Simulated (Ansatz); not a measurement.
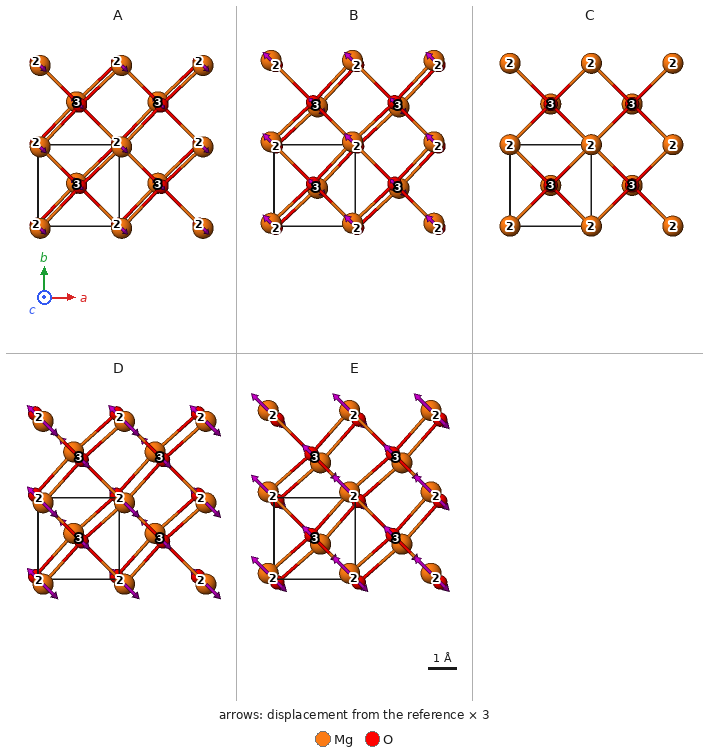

A scan of solid MgO (Fm-3m): a normal mode of wave vector (0, 1/2, 1/2) of the primitive cell, folded into a doubled cell, (one arbitrary combination within a set of 2 degenerate modes) is frozen in with the cell fixed, the amplitude being the largest displacement of an atom. The picture is a ball-and-stick view of the cell of the calculation, repeated 2 × 2 × 1 with one cell outlined, seen along the c axis. Purple arrows: displacements from the reference.

Computed with DFT PBEsol, scalar-relativistic, plane waves, PAW in Ansatz 0.2.0. (plane-wave cutoff 420 eV; k-point mesh 8 × 8 × 6; occupations gaussian; smearing width 0.05 eV; no spin polarisation). Energies (free energies at the smearing named) are counted from the relaxed crystal.

**Rank the frames from lowest to highest energy.**

Lowest first: C (the amplitude 0.00 Å, 0 meV/cell), A (the amplitude 0.1125 Å, 111 meV/cell), B (the amplitude −0.15 Å, 198 meV/cell), D (the amplitude 0.2625 Å, 614 meV/cell), E (the amplitude −0.30 Å, 807 meV/cell). Over the whole scan: the harmonic wavenumber of the mode is 284 cm⁻¹, a stable vibration. Of the computed points the lowest is at the amplitude 0.00 Å, 0 meV/cell. At the ends of the scan the energy is 807 meV/cell (−0.30 Å) and 807 meV/cell (0.30 Å). The well is symmetric. At the highest point the shortest interatomic distance is 1.98 Å, against 2.11 Å in the reference.
